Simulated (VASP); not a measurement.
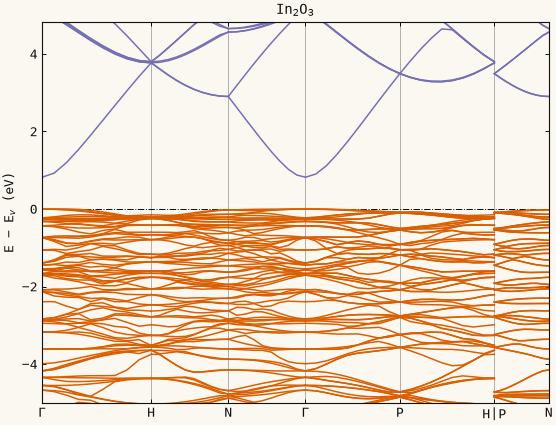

Band structure. Energies are counted from the top of the valence band.

**What lattice type does the k path imply?**

A body-centred cubic lattice: the path Γ–H–N–Γ–P–H|P–N runs through the special points of its Brillouin zone.

The material is In₂O₃, space group Ia-3, 40 atoms in the primitive cell; cubic a = 10.295 Å.

Method: LDA, VASP PAW LDA potentials, release 64 (In_d, O), no spin polarisation, no spin-orbit coupling, 6×6×6 k mesh, 450 eV cutoff, Gaussian smearing of 0.02 eV (VASP 6.6.1).

**Is there a gap? Give its size, its kind and where the band edges lie.**

The bands leave a gap. The gap along this path is 0.82 eV and direct: both edges lie at Γ. At N the top valence band lies only 0.02 eV lower.

LDA, GGA and most meta-GGA functionals understate gaps. The cell was derived from a database entry in an earlier step, so it needn't be the measured one.
